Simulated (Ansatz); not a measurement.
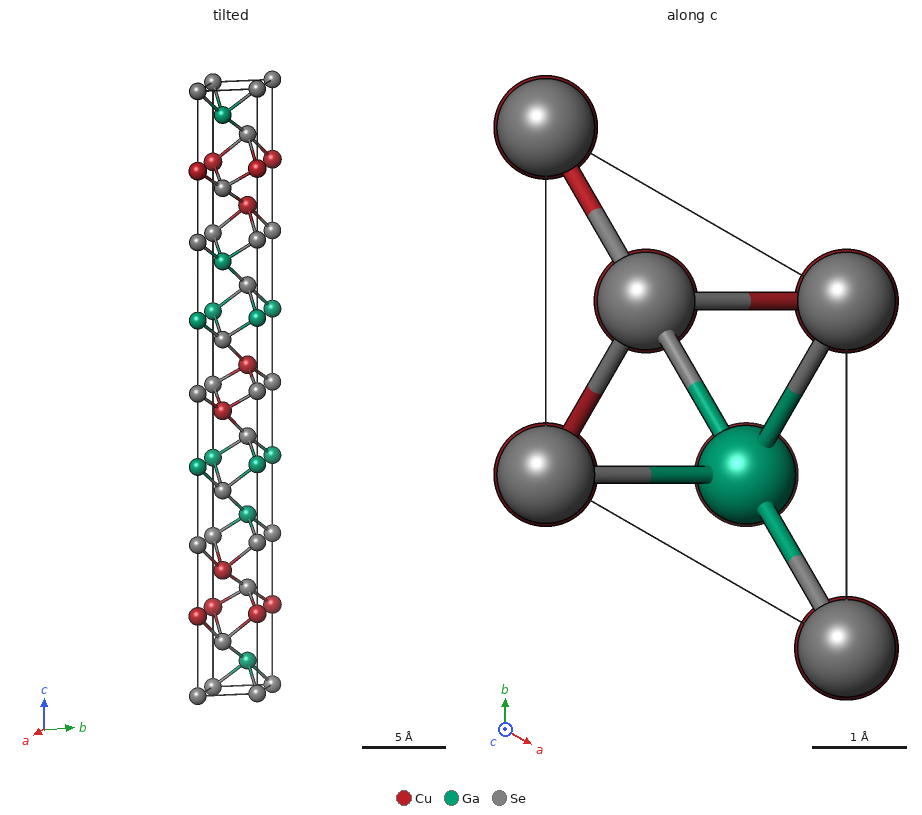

Drawn in the ball-and-stick manner and seen slightly off an axis and along the c axis. Thin lines show the conventional unit cell, with boundary atoms drawn in all their periodic places.

GaCuSe2, space group R-3m (No. 166), a = 3.728 Å, b = 3.728 Å, c = 36.932 Å, α = 90.00°, β = 90.00°, γ = 120.00°. The model was built from a structure type filled with these elements by a generator (whether the compound takes this form wasn't checked). Earlier steps of the study, as a rule a relaxation of our own, may have changed the cell and positions, so they can lie some per cent off the listed ones. It went into a calculation with Ansatz.

This one geometry was computed with Ansatz (DFT, plane waves, PAW) at three levels of theory: PBE with spin-orbit coupling, r2SCAN and PBE. It was relaxed beforehand with r2SCAN.

Question: Which level gives the highest pressure at this volume, and what does that say about its equilibrium volume?

Answer: Highest: PBE with spin-orbit coupling (2.3 GPa) and PBE (2.3 GPa), which points to the largest equilibrium volume. Lowest, with the smallest volume: r2SCAN (0.0 GPa). Levels within 0.5 GPa of each other can't be told apart.

Question: How does the band gap change with the level of theory?

Answer: All levels give a metal.

Question: Collect the results in a table.

Answer:
| level | cutoff (eV) | k-mesh of the run's cell | gap (eV) | pressure (GPa) |
| --- | --- | --- | --- | --- |
| PBE with spin-orbit coupling | 420 | 8×8×8 | metal | 2.3 |
| r2SCAN | 500 | 8×8×8 | metal | 0.0 |
| PBE | 420 | 8×8×8 | metal | 2.3 |

Gaps are taken on the k-mesh or band path of each run.
